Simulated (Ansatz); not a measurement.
Co (Fd-3m, No. 227): coordinates from a relaxation with Ansatz 0.2.0, DFT, RPBE, plane waves (420 eV) with PAW, scalar-relativistic; the starting structure was generated, so it need not be a known form of this composition.

```cif
data_structure
_symmetry_space_group_name_H-M 'P 1'
_symmetry_Int_Tables_number 1
_cell_length_a 4.9727
_cell_length_b 4.9727
_cell_length_c 4.9727
_cell_angle_alpha 90.000
_cell_angle_beta 90.000
_cell_angle_gamma 90.000
_cell_volume 122.97
loop_
_atom_site_label
_atom_site_type_symbol
_atom_site_fract_x
_atom_site_fract_y
_atom_site_fract_z
_atom_site_occupancy
Co1 Co 0.75000 0.75000 0.75000 1
Co2 Co 0.00000 0.50000 0.00000 1
Co3 Co 0.75000 0.25000 0.25000 1
Co4 Co 0.00000 0.00000 0.50000 1
Co5 Co 0.25000 0.75000 0.25000 1
Co6 Co 0.50000 0.50000 0.50000 1
Co7 Co 0.25000 0.25000 0.75000 1
Co8 Co 0.50000 0.00000 0.00000 1
```

What will a map of the projected electrostatic potential along [110] show? Computed as the sum of neutral-atom potentials (tabulated electron scattering factors, B = 0.8 Å²) projected along the beam and smoothed by 0.25 Å; brighter is more positive. The display is stretched by a gamma of 0.7; percentages refer to the linear signal.

The columns repeat on a centred rectangular net of 3.52 × 4.97 Å (plane group c2mm). All columns are alike (Co). The shortest distance between visible columns is 1.24 Å in projection. Along the beam the structure repeats every 3.52 Å.

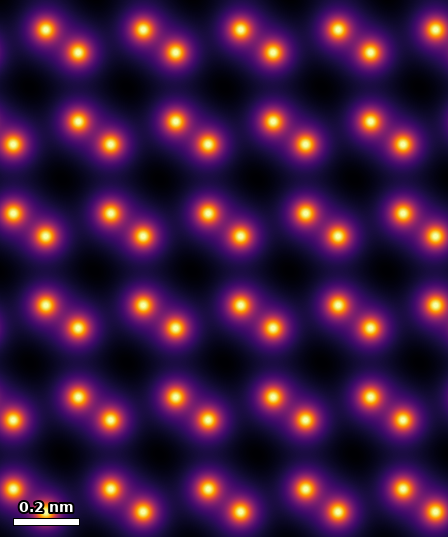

The simulated image.

What mean inner potential do neutral atoms give for this crystal?

About 21 V (the sum of the forward scattering factors over the cell volume; bonding usually lowers the true value).
